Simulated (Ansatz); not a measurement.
Zn$_{15}$Se$_{16}$ (cell charge −2, with a compensating background) (cell with a defect)

```
Zn Se
1.0
     5.56753    5.56753   -5.56753
    -5.56753   -5.56753   -5.56753
    -5.56753    5.56753    5.56753
Zn Se
15 16
Direct
  0.48870 0.24745 0.25000
  0.75000 0.00000 0.25000
  0.75000 0.50000 0.75000
  0.99745 0.50000 0.48870
  0.25000 0.24745 0.48870
  0.50255 0.99125 0.50255
  0.74125 0.75255 0.50255
  0.99745 0.73870 0.25000
  0.48870 0.50000 0.99745
  0.75875 0.26130 0.01130
  0.01130 0.26130 0.75875
  0.25000 0.00000 0.75000
  0.50255 0.75255 0.74125
  0.01130 0.00875 0.01130
  0.25000 0.73870 0.99745
  0.25000 0.50000 0.01690
  0.49997 0.25126 0.00126
  0.75129 0.00129 0.00003
  0.74871 0.50000 0.49874
  0.01690 0.50000 0.25000
  0.25000 0.26690 0.25000
  0.49874 0.99871 0.25000
  0.74871 0.74874 0.25000
  0.00126 0.74997 0.00126
  0.49874 0.50000 0.74871
  0.75129 0.25003 0.75129
  0.00126 0.25126 0.49997
  0.25000 0.99871 0.49874
  0.48310 0.73310 0.48310
  0.00003 0.00129 0.75129
  0.25000 0.74874 0.74871
```

Method: Ansatz, DFT LDA, scalar-relativistic, plane waves, PAW.

### What can the converged valence pseudo-density and electron localisation function tell about the bonding?

Zn–Se (2.37 Å): ρ is about 0.52 e/Å³ halfway; the ELF is about 0.60 at the midpoint.
Zn–Se (2.45 Å): the density is about 0.48 e/Å³ at the midpoint, with its minimum of 0.42 e/Å³ about 1.1 Å from Zn; the ELF is about 0.60 at the midpoint.

### Metal or insulator at this level of theory?

It is gapped, with a Kohn–Sham gap of 2.9 eV on the k-point mesh, an upper bound to the gap of this method.

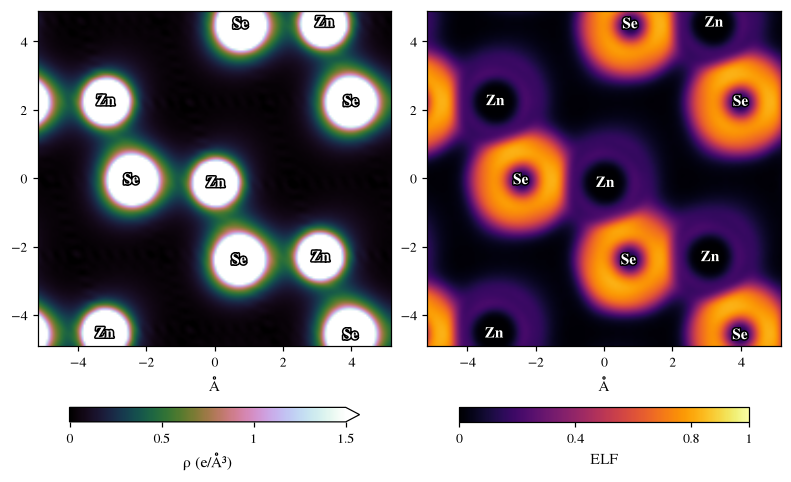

Computed valence pseudo-density and electron localisation function on the (010) plane of the calculation cell, in this order. 

The density is the valence pseudo-density of a PAW calculation; it isn't the true density close to the nuclei.
